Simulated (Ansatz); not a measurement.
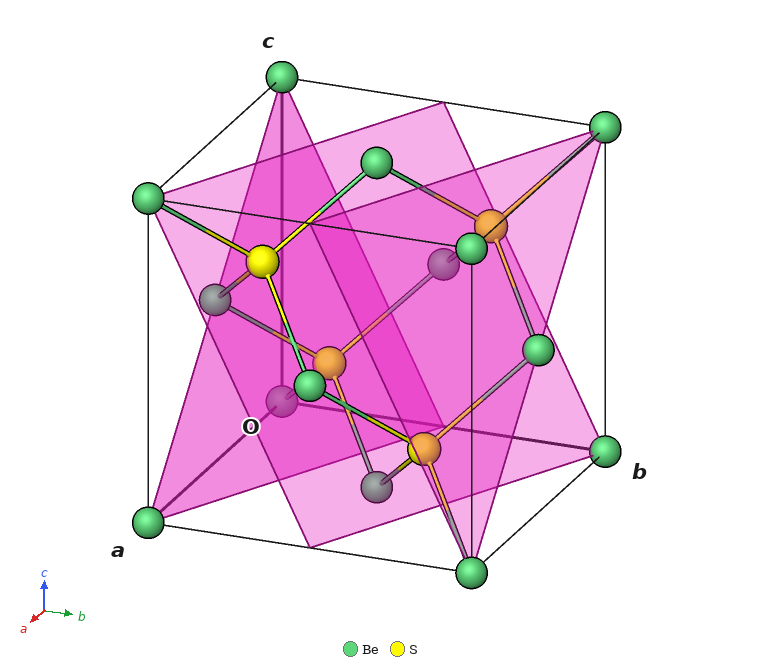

Every member of one family of equally spaced planes, hx + ky + lz = a whole number, that cuts the unit cell is shaded (one member passes through the origin O, touching the cell only at an edge or corner). Crystal: BeS, a calculation's input that goes back to an entry of the Crystallography Open Database (an earlier step may have relaxed or displaced it). Geometry calculated from the standardised cell; symmetry tolerance 0.002 Å.

a = 4.850 Å, b = 4.850 Å, c = 4.850 Å, α = 90.00°, β = 90.00°, γ = 90.00°.

What are the Miller indices?

(1 2 1); the opposite sign names the same planes. The member next to the origin meets the axes a at 1, b at 1/2, c at 1.

What is the spacing?

d = 1.980 Å.

Which atoms of the cell lie in these planes (within 0.03 Å)?

2 of the 4 Be, 2 of the 4 S.
